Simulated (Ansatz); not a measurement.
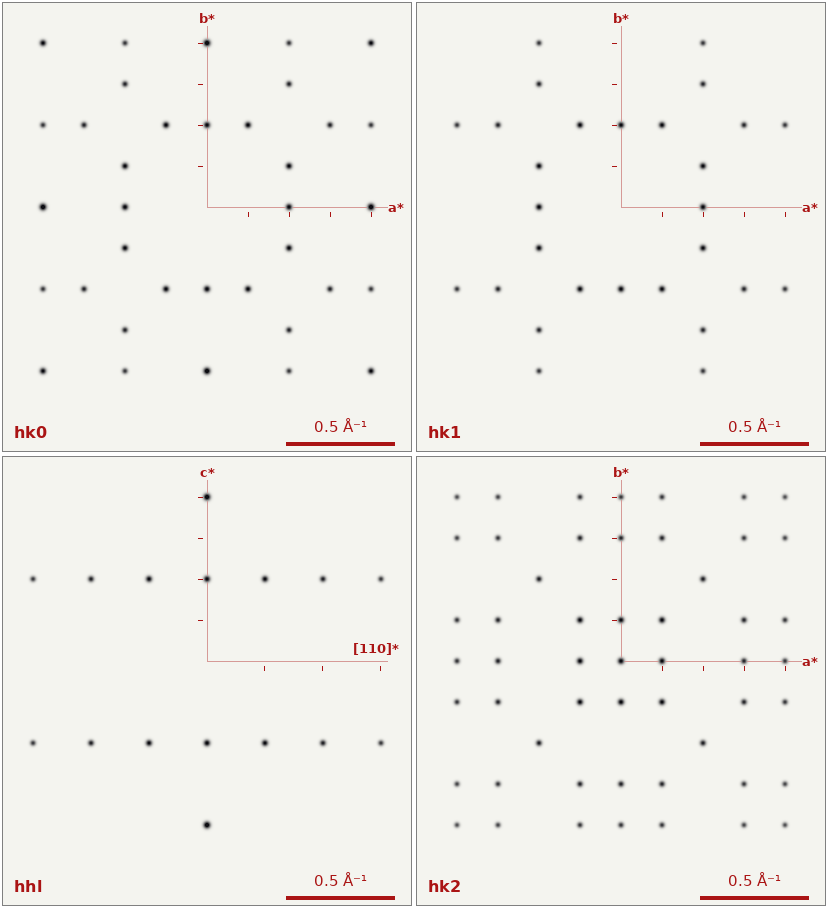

Four undistorted layers of reciprocal space, calculated for a single crystal (X-rays, kinematic |F|², B = 0.5 Å²). Tick marks count the reciprocal lattice steps of the conventional cell along each axis.

> Read the reciprocal cell and give the direct cell.

a* = 0.190, b* = 0.190, c* = 0.190 Å⁻¹; the cell is cubic with a = 5.25 Å.

> Which reflection conditions do the layers show?

Reflections are present only under these conditions. hkl: no condition; hk0: no condition; hhl: l = 2n; h00: h = 2n. The lattice is primitive (P). Further gaps, such as 0 4 1, 4 0 1, 1 4 0, come from atoms on special positions, not from the group's general conditions. A few very weak reflections are below the display threshold.

> Which space groups fit?

The intensities have Laue symmetry m-3m (the hk0 layer shows 4mm, hk1 shows 4mm). With these conditions the candidates are P-43n (No. 218), Pm-3n (No. 223). Diffraction geometry alone does not choose among them; the structure has Pm-3n. The compound is Ti. Structure: the geometry relaxed with DFT, RPBE, plane waves (420 eV) with PAW, scalar-relativistic in Ansatz 0.2.0; the starting structure was generated, so it need not be a known form of this composition.
